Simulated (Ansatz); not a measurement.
This input was run:

```
crystal:
  lattice:
    - [0.0, 3.229628033, 3.3194116923]
    - [3.229628033, 0.0, 3.3194116923]
    - [3.229628033, 3.229628033, 0.0]
  atoms:
    - { symbol: Na, position: [0.0, 0.0, 0.0] }
    - { symbol: I, position: [0.5, 0.5, 0.5] }
kpoints:
  mp_grid: { grid: [8, 8, 8] }
  band_path:
    path:
      - [0.0, 0.0, 0.0]
      - [0.5, 0.0, 0.5]
      - [0.625, 0.25, 0.625]
      - [0.375, 0.375, 0.75]
      - [0.5, 0.5, 0.5]
      - [0.5, 0.25, 0.75]
    npoints: 1
hamiltonian:
  xc: r2scan
scf:
  occupations: { method: fixed }
  n_extra_bands: 4
output:
  forces: true
  stress: true
  eigenvalues: true
  write_density: true
  write_potential: true
  elf: true
  volumetric_format: npy
```

Launched with:
```bash
ansatz run input.yaml --threads 4 --pin off --max-ram 5529MiB --backend cpu --events-out ev --progress --plain --runs-dir out
```

What will the density of states look like?

There is a gap; over the k points computed it is 4.35 eV (direct among those points). The upper group of valence states starts about 2.1 eV under the valence-band top (which lies at −2.2 eV on this axis), with a gap beneath it; it holds about 6 electrons a cell. Within the window shown, the tallest peak of the filled states lies 0.5 eV under the valence-band top, at about 5 states per eV and cell.

Spin-orbit coupling is left out, which matters for I.

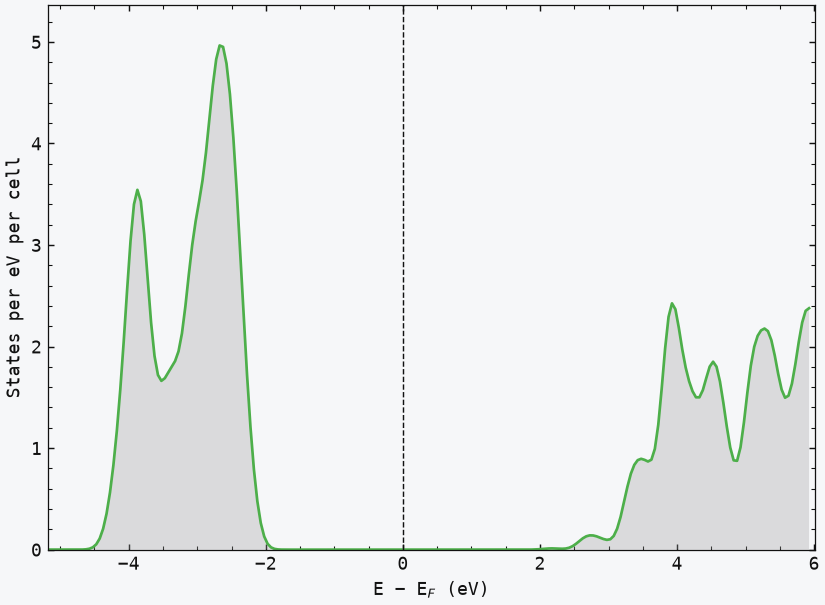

Density of states. Energies are counted from the Fermi level, put mid-gap where there is a gap. The curve is built from the levels of the k mesh with Gaussians 0.3 eV wide, which also blur the band edges.
